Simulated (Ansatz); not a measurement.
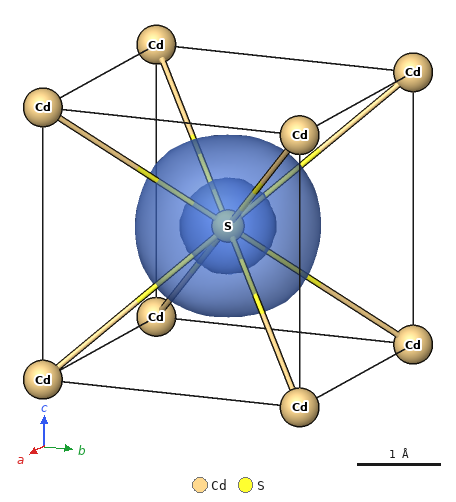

Figure 1: CdS. Isosurface of the electron localisation function at 0.75 (blue), seen slightly off an axis. Core shells and regions of very low density are left out. Sticks mark near contacts.

Space group Pm-3m; started from the CsCl prototype, which need not be the ambient phase.

All numbers below come from DFT, r2SCAN, plane waves, PAW (Ansatz).

In a PAW calculation such maps are meaningful between the atoms, not at the nuclei.

```
Cd S
1.0
     3.38691    0.00000    0.00000
     0.00000    3.38691    0.00000
     0.00000    0.00000    3.38691
Cd S
1 1
Cartesian
  0.0000 0.0000 0.0000
  1.6935 1.6935 1.6935
```

Describe the localisation domains.

Answer. The surface consists of one region wrapped around S (its valence shell), counted in one cell of 2 atoms. Regions shared between cells count once. Along the contacts the grid gives the following. Cd–S (2.93 Å): the ELF peaks at about 0.85 in the valence shell of S, 0.8 Å from its nucleus, and drops to about 0.10 between the two atoms.
